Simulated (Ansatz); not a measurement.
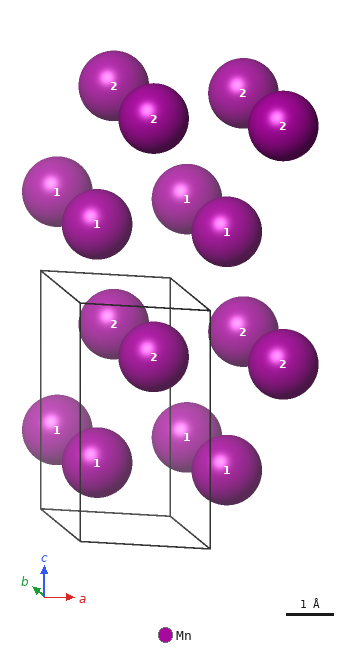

This is a symmetric starting cell of Mn (made from another compound by putting Mn in place of Zn). Style: spheres-only. Shown: the cell of the calculation, repeated 2 × 2 × 2 with one cell outlined, slightly off an axis.

Computed with DFT PBE, scalar-relativistic, plane waves, PAW (Ansatz). Settings: plane-wave cutoff 420 eV; k-point mesh 18 × 18 × 8; occupations gaussian; smearing width 0.1 eV; collinear spin.

Change: All lengths are scaled by +4.7 % (volume +14.7 %), the atoms keeping their fractional coordinates. No relaxation follows. The starting cell wasn't computed here and needn't be at equilibrium, so pressure and forces aren't due to the change alone.

What does the calculation give for the changed structure?

Answer. Among the bonded contacts that change: Mn–Mn 3.156 → 3.304 Å, Mn–Mn 2.888 → 3.023 Å. The space group stays P6_3/mmc (No. 194). The pressure is −13.9 GPa (not all of it need come from the change, since the unchanged cell can be under pressure at this level too). The principal stresses (compression positive) are −18.0 GPa along c and −11.8 GPa across it. All forces vanish by symmetry.

The changed structure in the same view:

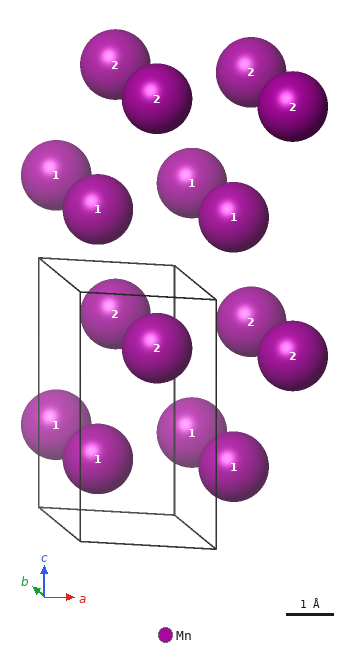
